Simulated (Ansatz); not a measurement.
## Single-point calculation of Al

- system: Al (2 atoms in the cell)
- method: DFT PBE, scalar-relativistic, plane waves, PAW, no spin polarisation (Ansatz 0.2.0)

The structure was made by a generator, so it may or may not be a known phase. Figures and captions count atoms from 1; the log counts them from 0 in places.

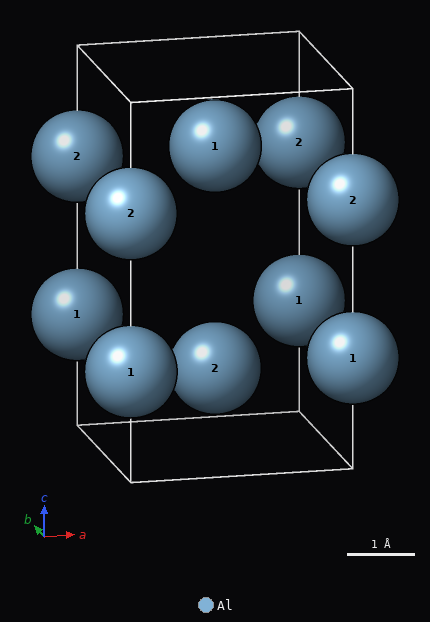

*The input geometry (spheres-only view of the cell 2 times as large as that of the calculation, set on its symmetry axes, seen slightly off an axis; atoms are numbered from 1 in the order of the input).*

## Summary

| quantity | value |
| --- | --- |
| outcome | converged |
| space group (tolerance 0.01 Å) | I4/mmm (139) |
| electrons treated | 6 |
| free energy | −1073.6635 eV |
| Fermi energy | 6.694 eV |
| gap on the k-point mesh | none (metallic) |
| pressure | 16.14 GPa |
| largest force (length of the vector) | 0.322 eV/Å |
| hardware | 1 thread of Arm Neoverse V1, 24 GiB of memory available, shared host |
| wall time | 1.5 s |
| peak memory | 0.27 GiB |

## Input
```yaml
crystal:
  lattice:
    - [-1.72916087, 1.72916087, 2.978888]
    - [1.72916087, -1.72916087, 2.978888]
    - [1.72916087, 1.72916087, -2.978888]
  atoms:
    - { symbol: Al, position: [0.29190758, 0.29190758, 0.0] }
    - { symbol: Al, position: [0.70809242, 0.70809242, 0.0] }
basis:
  ecutwfc: 420
kpoints:
  mp_grid: { grid: [8, 8, 8] }
hamiltonian:
  xc: pbe
scf:
  occupations: { method: gaussian, width: 0.1 }
  lower_state_search: "off"
output:
  forces: true
  stress: true
  eigenvalues: true
```

Run as:
```bash
ansatz run input.yaml --threads 1 --pin off --max-ram 2560MiB --backend cpu --events-out ev --progress --plain --runs-dir out
```

## Output
```
Engine: ansatz 0.2.0, aarch64-unknown-linux-gnu
Pseudopotentials: kind: paw
Pseudopotential: Al, paw, valence charge 3, recommended cutoff 420 eV (normal), Al.paw.azcp
Functional definition: PBE
  parameter kappa = 0.804
  parameter beta = 0.06672455060314922
  exchange = pbe_x(kappa = kappa, mu = beta*pi^2/3)
  correlation = pbe_c(beta = beta)
Crystal: 2 atoms, lattice volume = 35.627 Å³
Basis set: ecut = 420 eV, 697 PW (Γ), exchange–correlation on 54×54×54 points (8 copies of the dense FFT grid, shifted against one another)
Bands: 7, of which v1, the nominal top of the filled ones, is band 3 counted from 1 (2 counted from 0)
Symmetry: 16 space group operations
Space group: I4/mmm (ITA 139), of the structure as read, at distance tolerance 3.3e-5 Å
k-points: 59 of 512
Non-local potential: Al, projectors of the file, l = 0: 2, l = 1: 2, l = 2: 1
PAW form: soft (Blöchl's): semilocal exchange-correlation on the pseudo side does not see the compensation charge
PAW one-centre angular grid: Al, 110 points (default); XC on 64 Gauss nodes
Initial density: superposition of atomic densities (neutral atoms: chi_scale 0, normalization atom), corrected by the library's trained network
Initial wavefunctions: pseudopotential atomic-orbital guess
Functional: x = pbe(κ = 0.804, μ = 0.2195149727645171), c = pbe(β = 0.06672455060314922)
SCF iter   1: F=—  HF=-1073.663806 eV  |F-HF|=—  |Δ(HF+E_count)|=         —  Δρ=2.17e-3  dr2=2.04e-3  ethr=1.77e-3  ⟨swp⟩=5.3  Hψ=3482  notcnv=0
preconditioner: auto → none  [metal: Δε(μ)=0.077 eV  Ē_g=8.365 eV  σ=0.100 eV  W_gap=0.41  n_scr=0 (ndim 8)  ℏωp=15.2 eV  f_vac=0.000  D(μ)=0.88/eV (n_scr^D=10)]
SCF iter   2: F=—  HF=-1073.663481 eV  |F-HF|=—  |Δ(HF+E_count)|=   3.25e-4  Δρ=8.49e-4  dr2=2.68e-4  ethr=3.40e-5  ⟨swp⟩=1.1  Hψ=893  notcnv=0
SCF iter   3: F=—  HF=-1073.663472 eV  |F-HF|=—  |Δ(HF+E_count)|=   9.37e-6  Δρ=1.32e-4  dr2=5.26e-6  ethr=4.47e-6  ⟨swp⟩=1.1  Hψ=406  notcnv=0
SCF iter   4: F=—  HF=-1073.663469 eV  |F-HF|=—  |Δ(HF+E_count)|=   3.08e-6  Δρ=1.32e-5  dr2=3.75e-8  ethr=8.76e-8  ⟨swp⟩=1.8  Hψ=513  notcnv=0
iter 5 did not close the SCF: its close was put off for the readings that it lacked (scf_convergence_deferred on its scf_iter line)
SCF iter   5: F=-1073.663469 eV  HF=-1073.663469 eV  |F-HF|=8.96e-11  |Δ(HF+E_count)|=   3.35e-8  Δρ=9.32e-7  dr2=3.73e-10  ethr=6.24e-10  ⟨swp⟩=2.4  Hψ=574  notcnv=0
SCF iter   6: F=-1073.663469 eV  HF=-1073.663469 eV  |F-HF|=6.82e-13  |Δ(HF+E_count)|=  3.07e-11  Δρ=6.40e-8  dr2=1.05e-12  ethr=6.22e-12  ⟨swp⟩=1.7  Hψ=1351  notcnv=0
SCF 1 converged in 6 iterations: F = -1073.663469 eV  dr2 = 1.05e-12
  greatest PAW one-centre occupation: 0.503 electrons in one spin orbital (limit 2), on the Al atom at site 1 (counted from 0), in its partial waves of l = 0
```

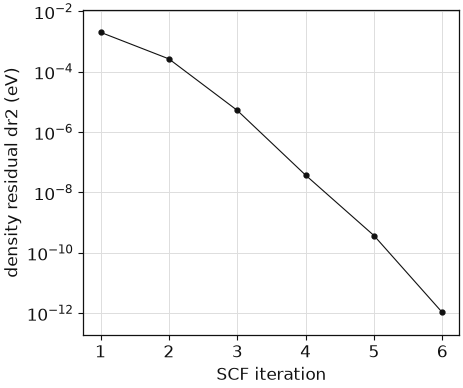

*Convergence of the self-consistent field: density residual dr2 against the SCF iteration.*

The residual falls at every step.

```
SCF converged after 6 iterations
Free energy (F): -1073.663469 eV
Harris-Foulkes:  -1073.663469 eV  (|F-HF|=6.82e-13)
Internal energy: -1073.659174 eV  (E = F + TS)
E sigma→0 (E₀):  -1073.661322 eV
Entropy (-TS):   -0.004295 eV (-2.147 meV/atom)
Fermi energy:    6.693751 eV
--- Per-component energies (eV) ---
  E_band       = 15.865995
  E_kinetic    = 46.121090
  E_local      = 9.056074  (includes V_loc(G=0)·N_el)
  E_nonlocal   = 23.272761
  E_hartree    = 1.553734
  E_xc         = -79.325070
  E_vxc        = -57.594672  (∫ρ·V_xc dr)
  E_paw        = -935.529903  (= ΣΔE_a)
  E_vpaw       = -8.096722  (= ΣTr[D̂ρ^β])
  E_aug_tail   = -0.000004  (compensation charges beyond the density's cutoff)
  E_ewald      = -138.807855
  E_smearing   = -0.004295  (= −TS)
  E_closure    = 0.000000  (closes the sum)
  Σ components = -1073.663469   (vs F -1073.663469, Δ=0.00e0)
--- Forces (eV/Å), atoms counted from 1 ---
  atom   1  Al    -0.00000000    -0.00000000    -0.32178551
  atom   2  Al     0.00000000    -0.00000000     0.32178551
  max |Σ_I F_I| component: 1.11e-16 eV/Å
--- Stress (GPa, compression-positive) ---
       19.959559       0.000000       0.000000
        0.000000      19.959559       0.000000
        0.000000      -0.000000       8.514691
  P = ⅓ Tr σ = 16.1446 GPa (161.446 kbar)
--- Band table (eV; the first three rows and the last of 59) ---
  k-point 0: bands = ["-3.6515", "9.6135", "9.6135", "10.0074", "11.3731", "11.9549", "12.8676"]
  k-point 1: bands = ["-3.2685", "7.8957", "8.7064", "9.1021", "11.4774", "12.4382", "12.9681"]
  k-point 2: bands = ["-2.1275", "6.2076", "7.3024", "7.6185", "9.6851", "9.7703", "13.5620"]
  k-point 58: bands = ["-0.5300", "1.5030", "7.2640", "7.2640", "9.1249", "9.4463", "18.2364"]
```

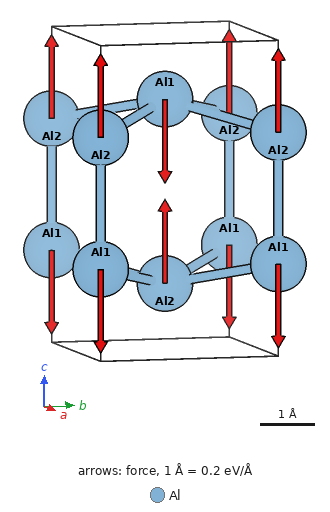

*Forces on the atoms as red arrows (ball-and-stick view of the cell 2 times as large as that of the calculation, set on its symmetry axes, seen slightly off an axis; atoms are numbered from 1 in the order of the input).*

The largest act on Al1, Al2 (0.32 eV/Å). The geometry is not a stationary point of this energy.
